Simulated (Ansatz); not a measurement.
## Single-point calculation of HfSiO4 (part 2 of 2)

HfSiO4 (I4₁/amd, 36 atoms in the cell); DFT PBE, scalar-relativistic, plane waves, PAW, no spin polarisation (Ansatz 0.2.0); cutoff 420 eV, 2×2×2 k-mesh, Gaussian smearing of 0.02 eV. The structure derives from a Materials Project entry. It belongs to a series of runs on one base structure; here: the perfect crystal in a cell of 36 atoms.

**What the program printed, continued**
```
  k-point 2: bands = ["-50.8914", "-50.8914", "-50.8914", "-50.8878", "-50.8878", "-50.8878", "-19.6755", "-19.6755", "-19.6752", "-19.6506", "-19.6464", "-19.6464", "-19.6405", "-19.6405", "-19.6401", "-19.5486", "-19.5473", "-19.5473", "-19.5425", "-19.5425", "-19.5411", "-19.5050", "-19.5048", "-19.5048", "-9.0132", "-9.0132", "-8.6254", "-8.6128", "-8.5209", "-8.5209", "-7.9605", "-7.6876", "-7.6876", "-7.6016", "-7.4718", "-7.4718", "-7.2805", "-7.2805", "-7.2586", "-7.2062",
      "-7.2062", "-7.1739", "-7.0655", "-7.0655", "-7.0476", "-7.0322", "-7.0092", "-7.0092", "-0.8001", "-0.7974", "-0.7974", "-0.7906", "-0.7906", "-0.7885", "-0.7873", "-0.7873", "-0.7864", "-0.7848", "-0.7846", "-0.7846", "-0.7818", "-0.7805", "-0.7805", "-0.7780", "-0.7766", "-0.7766", "-0.7758", "-0.7758", "-0.7745", "-0.7741", "-0.7741", "-0.7717", "-0.7709", "-0.7709", "-0.7707", "-0.7681", "-0.7681", "-0.7680", "-0.7608", "-0.7608",
      "-0.7602", "-0.7602", "-0.7601", "-0.7592", "-0.7575", "-0.7555", "-0.7555", "-0.7542", "-0.7542", "-0.7534", "2.6481", "2.6481", "2.7599", "3.5571", "3.6837", "3.6837", "4.3905", "4.5485", "4.5485", "4.6090", "4.6605", "4.6605", "4.7211", "4.7211", "5.0753", "5.0753", "5.2811", "5.2811", "5.3598", "5.3992", "5.5606", "5.6337", "6.1601", "6.1601", "6.1673", "6.1673", "6.2651", "6.4417", "6.4417", "6.5200",
      "6.7114", "6.7114", "6.8238", "6.9117", "6.9284", "6.9284", "7.1109", "7.1109", "7.1719", "7.2336", "7.4209", "7.4384", "7.4384", "7.6012", "7.6575", "7.6575", "7.6843", "7.6843", "7.8748", "8.0787", "8.1105", "8.1105", "8.3444", "8.3931", "8.3931", "8.5444", "8.5778", "8.5778", "8.6921", "8.6921", "8.7027", "8.8344", "8.8344", "8.8350", "8.8350", "8.8453", "9.0464", "9.0464", "9.2824", "9.2824",
      "9.3907", "9.4220", "15.1895", "15.2494", "15.2494", "15.2881", "15.2881", "15.3421", "15.7661", "15.7661", "16.0576", "16.0576", "16.0745", "16.2324", "16.3347", "16.3347", "16.3433", "16.5327", "16.5327", "16.7934", "16.9413", "16.9413", "17.1501", "17.1501", "17.2154", "17.3685", "17.3685", "17.5753", "17.8100", "17.9271", "18.4397", "18.4397", "18.6732", "18.9284", "18.9284", "19.0293", "19.0293", "19.3028"]
  k-point 3: bands = ["-50.8896", "-50.8896", "-50.8896", "-50.8896", "-50.8896", "-50.8896", "-19.6648", "-19.6648", "-19.6648", "-19.6648", "-19.6619", "-19.6619", "-19.5930", "-19.5930", "-19.5918", "-19.5918", "-19.5918", "-19.5918", "-19.5240", "-19.5240", "-19.5240", "-19.5240", "-19.5240", "-19.5240", "-8.7473", "-8.7473", "-8.5674", "-8.5674", "-8.5674", "-8.5674", "-7.7167", "-7.7167", "-7.7167", "-7.7167", "-7.4059", "-7.4059", "-7.3022", "-7.3022", "-7.2230", "-7.2230",
      "-7.2230", "-7.2230", "-7.2198", "-7.2198", "-7.1995", "-7.1995", "-7.1995", "-7.1995", "-0.8010", "-0.8010", "-0.8010", "-0.8010", "-0.7933", "-0.7933", "-0.7927", "-0.7927", "-0.7841", "-0.7841", "-0.7841", "-0.7841", "-0.7825", "-0.7825", "-0.7825", "-0.7825", "-0.7818", "-0.7818", "-0.7762", "-0.7762", "-0.7758", "-0.7758", "-0.7758", "-0.7758", "-0.7698", "-0.7698", "-0.7686", "-0.7686", "-0.7686", "-0.7686", "-0.7607", "-0.7607",
      "-0.7587", "-0.7587", "-0.7587", "-0.7587", "-0.7571", "-0.7571", "-0.7571", "-0.7571", "-0.7547", "-0.7547", "3.5415", "3.5415", "3.6252", "3.6252", "3.6252", "3.6252", "4.7543", "4.7543", "4.7543", "4.7543", "4.8675", "4.8675", "4.8830", "4.8830", "5.1052", "5.1052", "5.1052", "5.1052", "5.2533", "5.2533", "5.4231", "5.4231", "5.4231", "5.4231", "6.1049", "6.1049", "6.1049", "6.1049", "6.3124", "6.3124",
      "6.7568", "6.7568", "6.8993", "6.8993", "6.8993", "6.8993", "7.1271", "7.1271", "7.1271", "7.1271", "7.1485", "7.1485", "7.6505", "7.6505", "7.6948", "7.6948", "7.6948", "7.6948", "8.0805", "8.0805", "8.0805", "8.0805", "8.3136", "8.3136", "8.4477", "8.4477", "8.4477", "8.4477", "8.6263", "8.6263", "8.6263", "8.6263", "8.6777", "8.6777", "8.7560", "8.7560", "9.0653", "9.0653", "9.1467", "9.1467",
      "9.1467", "9.1467", "14.9535", "14.9535", "14.9535", "14.9535", "14.9610", "14.9610", "16.0340", "16.0340", "16.0391", "16.0391", "16.1870", "16.1870", "16.1870", "16.1870", "16.5228", "16.5228", "16.5228", "16.5228", "17.3658", "17.3658", "17.6431", "17.6431", "17.6431", "17.6431", "18.2655", "18.2655", "18.2655", "18.2655", "18.3944", "18.3944", "18.7896", "18.7896", "19.1108", "19.1108", "19.1108", "19.1108"]
```

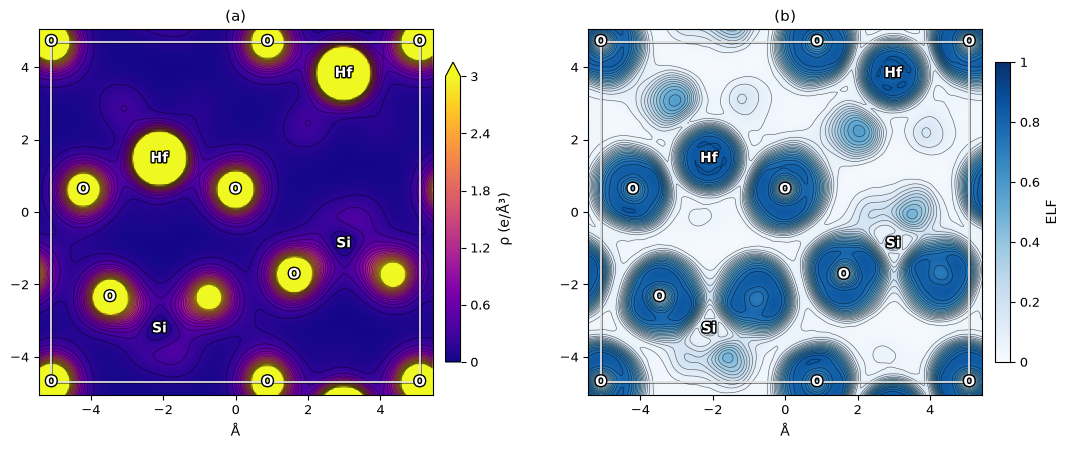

(a) valence electron density; (b) electron localisation function on the (110) plane of the calculation cell. Si–O (1.64 Å): the density is about 1.2 e/Å³ at the midpoint; the ELF peaks at about 0.85 between the atoms, which marks a shared but strongly polarised pair. Hf–O (2.28 Å): the density is about 0.46 e/Å³ at the midpoint; the ELF peaks at about 0.85 in the valence shell of O, 0.7 Å from its nucleus, and drops to about 0.15 between the two atoms. Away from the nuclei the density in this plane falls to 0.03 e/Å³ at its lowest. The strong features right at Hf lie inside the PAW spheres (semicore, d or f shells) and say nothing about bonding. The fields are those of the smooth PAW valence density.

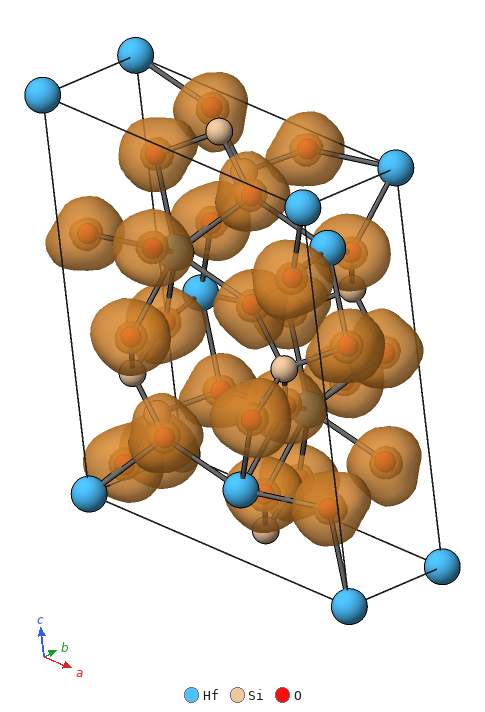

Isosurface of the electron localisation function at 0.7 (orange), seen slightly off an axis. Core shells and regions of very low density are left out. Sticks mark near contacts. The outline is the calculation cell. Along the contacts the grid gives the following. Hf–O (2.14 Å): the ELF peaks at about 0.85 in the valence shell of O, 0.6 Å from its nucleus, and drops to about 0.15 between the two atoms.

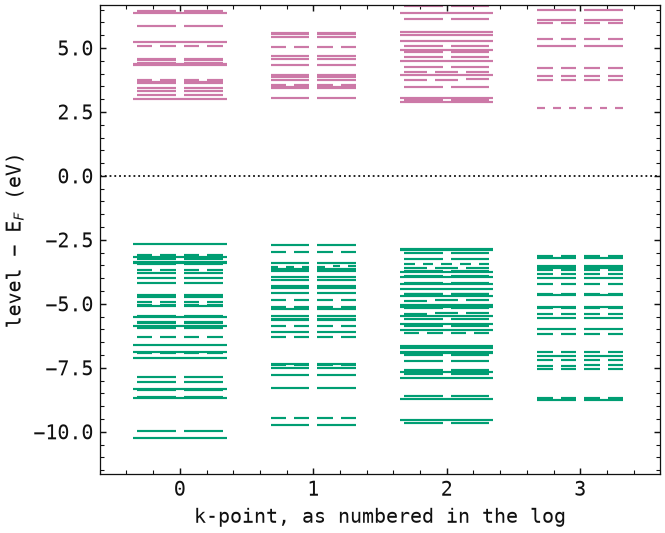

Kohn–Sham levels near the Fermi level (dotted) at the few k-points that the log prints; levels within 0.02 eV of each other stand side by side. Among these points the highest filled and lowest empty levels are 5.32 eV apart, which is the gap on the mesh.

This output came from the following input.

**Input file**
```yaml
crystal:
  lattice:
    - [0.0, -6.6449050372, 0.0]
    - [6.6449050372, 0.0, 0.0]
    - [-3.3224525186, 3.3224525186, 9.0224219439]
  atoms:
    - { symbol: Hf, position: [0.0, 0.0, 0.0] }
    - { symbol: Hf, position: [0.6666666667, 0.6666666667, 0.3333333333] }
    - { symbol: Hf, position: [0.3333333333, 0.3333333333, 0.6666666667] }
    - { symbol: Hf, position: [0.5833333333, 0.0833333333, 0.1666666667] }
    - { symbol: Hf, position: [0.25, 0.75, 0.5] }
    - { symbol: Hf, position: [0.9166666667, 0.4166666667, 0.8333333333] }
    - { symbol: Si, position: [0.0833333333, 0.5833333333, 0.1666666667] }
    - { symbol: Si, position: [0.75, 0.25, 0.5] }
    - { symbol: Si, position: [0.4166666667, 0.9166666667, 0.8333333333] }
    - { symbol: Si, position: [0.1666666667, 0.1666666667, 0.3333333333] }
    - { symbol: Si, position: [0.8333333333, 0.8333333333, 0.6666666667] }
    - { symbol: Si, position: [0.5, 0.5, 0.0] }
    - { symbol: O, position: [0.6238553626, 0.4396462982, 0.8792925965] }
    - { symbol: O, position: [0.2905220293, 0.1063129649, 0.2126259298] }
    - { symbol: O, position: [0.957188696, 0.7729796316, 0.5459592631] }
    - { symbol: O, position: [0.0229796316, 0.707188696, 0.0459592631] }
    - { symbol: O, position: [0.6896462982, 0.3738553626, 0.3792925965] }
    - { symbol: O, position: [0.3563129649, 0.0405220293, 0.7126259298] }
    - { symbol: O, position: [0.0229796316, 0.3387705672, 0.0459592631] }
    - { symbol: O, position: [0.6896462982, 0.0054372338, 0.3792925965] }
    - { symbol: O, position: [0.3563129649, 0.6721039005, 0.7126259298] }
    - { symbol: O, position: [0.9221039005, 0.1063129649, 0.2126259298] }
    - { symbol: O, position: [0.5887705672, 0.7729796316, 0.5459592631] }
    - { symbol: O, position: [0.2554372338, 0.4396462982, 0.8792925965] }
    - { symbol: O, position: [0.5603537018, 0.3761446374, 0.1207074035] }
    - { symbol: O, position: [0.2270203684, 0.042811304, 0.4540407369] }
    - { symbol: O, position: [0.8936870351, 0.7094779707, 0.7873740702] }
    - { symbol: O, position: [0.9594779707, 0.6436870351, 0.2873740702] }
    - { symbol: O, position: [0.6261446374, 0.3103537018, 0.6207074035] }
    - { symbol: O, position: [0.292811304, 0.9770203684, 0.9540407369] }
    - { symbol: O, position: [0.3278960995, 0.6436870351, 0.2873740702] }
    - { symbol: O, position: [0.9945627662, 0.3103537018, 0.6207074035] }
    - { symbol: O, position: [0.6612294328, 0.9770203684, 0.9540407369] }
    - { symbol: O, position: [0.2270203684, 0.4112294328, 0.4540407369] }
    - { symbol: O, position: [0.8936870351, 0.0778960995, 0.7873740702] }
    - { symbol: O, position: [0.5603537018, 0.7445627662, 0.1207074035] }
basis:
  ecutwfc: 420
  xc_grid: 2
kpoints:
  mp_grid: { grid: [2, 2, 2], shift: [0.0, 0.0, 0.0] }
hamiltonian:
  xc: pbe
scf:
  occupations: { method: gaussian, width: 0.02 }
output:
  forces: true
  stress: true
  eigenvalues: true
  write_density: true
  write_potential: true
  elf: true
  volumetric_format: npy
```

Run as:
```bash
ansatz run input.yaml --threads 8 --pin off --max-ram 16384MiB --backend cpu --events-out ev --progress --plain --runs-dir out
```

**Results in brief**

| quantity | value |
| --- | --- |
| outcome | converged |
| space group (tolerance 0.01 Å) | I4₁/amd (141) |
| electrons treated | 324 |
| free energy | −111815.1905 eV |
| Fermi energy | 12.291 eV |
| gap on the k-point mesh | 5.32 eV |
| pressure | −0.01 GPa |
| largest force (length of the vector) | 0.017 eV/Å |
| hardware | 8 threads of Arm Neoverse V1, 24 GiB of memory available, shared host |
| wall time | 5.1 s (CPU time 38 s) |
| peak memory | 1.6 GiB |

Spin–orbit coupling is left out, which matters for Hf.
